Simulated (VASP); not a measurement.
H

```yaml
crystal:
  lattice:
    - [2.64964, 0.00000, 0.00000]
    - [0.00000, 2.64964, 0.00000]
    - [0.00000, 0.00000, 0.98049]
  atoms:
    - { symbol: H, position: [0.00000, 0.00000, 0.50000] }
```

Space group P4/mmm; a structure from a database of computed crystals, not necessarily the ambient phase.

Computed with VASP 6.6.1, Kohn-Sham DFT of a periodic cell, PBE, VASP PAW PBE potentials, materialsproject.

> What will maps of the valence pseudo-density and electron localisation function show?

H–H (0.98 Å): the density is about 0.92 e/Å³ at the midpoint; the ELF is about 0.95 at the midpoint.

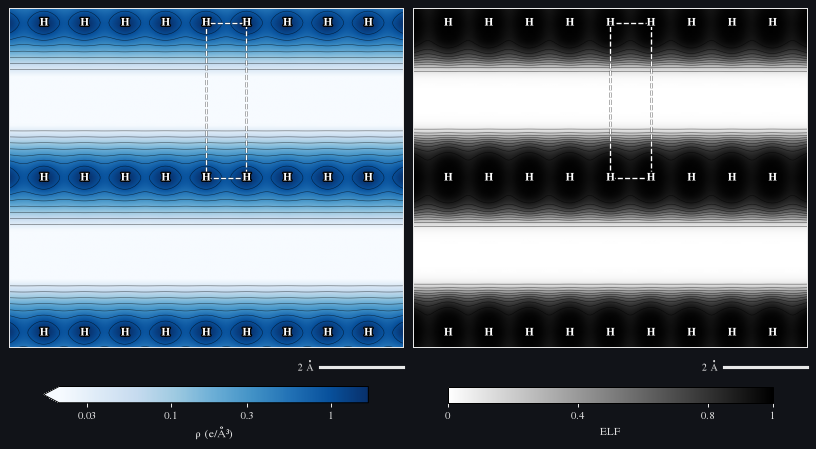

Computed valence pseudo-density and electron localisation function on the (110) plane of the conventional cell, in this order. 
